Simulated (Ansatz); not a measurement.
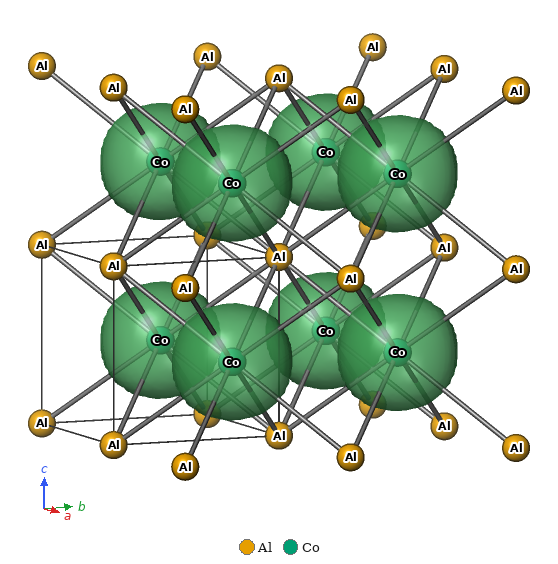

*AlCo. Isosurface of the valence charge density (pseudo) at 0.6 e/Å³ (green), seen at an oblique angle. Sticks mark near contacts.*

Space group Pm-3m; a structure from a database of computed crystals, not necessarily the ambient phase; computed pressure about 2 GPa in this cell; computed without spin polarisation.

The calculation used DFT PBEsol, scalar-relativistic, plane waves, PAW in Ansatz.

Core electrons are frozen (PAW), and the valence fields are smoothed inside the atomic spheres.

> What does this surface tell about the bonding?

At this value the density breaks into separate islands; it holds about 75 % of the electrons treated as valence (semicore included). It bridges none of the near contacts. It is pinched off along the sampled Al–Co (2.44 Å) contacts. On the grid the lowest density along these lines, outside the cores, is 0.28 e/Å³ (Al–Co, 2.44 Å).

> Does the calculation make it a metal, or give it a gap?

It is gapless in this calculation (a metal or semimetal).
